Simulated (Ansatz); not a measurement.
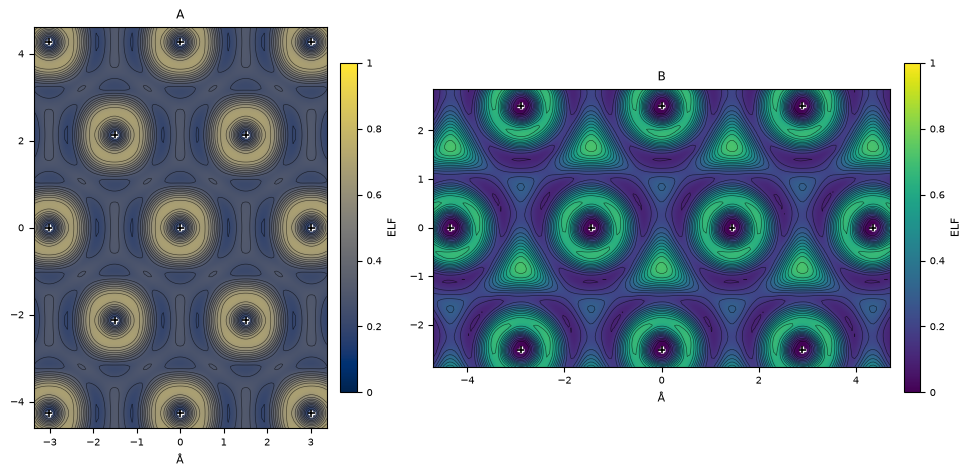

The ELF of 2 systems, each on a plane through atoms (crosses mark nuclei in the plane).

The calculation used DFT PBEsol, scalar-relativistic, plane waves, PAW in Ansatz 0.2.0.

System 1: Ti, the (001) plane of the conventional cell. Space group P6₃/mmc; computed without spin polarisation.

System 2: Ru, the (101) plane of the conventional cell. Space group Im-3m; a generated structure, not necessarily the stable one; computed without spin polarisation.

```cif
data_structure
_symmetry_space_group_name_H-M 'P 1'
_symmetry_Int_Tables_number 1
_cell_length_a 3.0184
_cell_length_b 3.0184
_cell_length_c 3.0184
_cell_angle_alpha 90.000
_cell_angle_beta 90.000
_cell_angle_gamma 90.000
_cell_volume 27.50
loop_
_atom_site_label
_atom_site_type_symbol
_atom_site_fract_x
_atom_site_fract_y
_atom_site_fract_z
_atom_site_occupancy
Ru1 Ru 0.00000 0.00000 0.00000 1
Ru2 Ru 0.50000 0.50000 0.50000 1
```

**Match each panel to its system.**

Panel A is system 2, Ru: the plane holds Ru. Ru–Ru (2.61 Å): the ELF is about 0.30 at the midpoint: no localised pair shows between them. Panel B is system 1, Ti: the plane holds Ti. Ti–Ti (2.90 Å): the ELF is about 0.25 at the midpoint; no shared electron pair shows on this line.
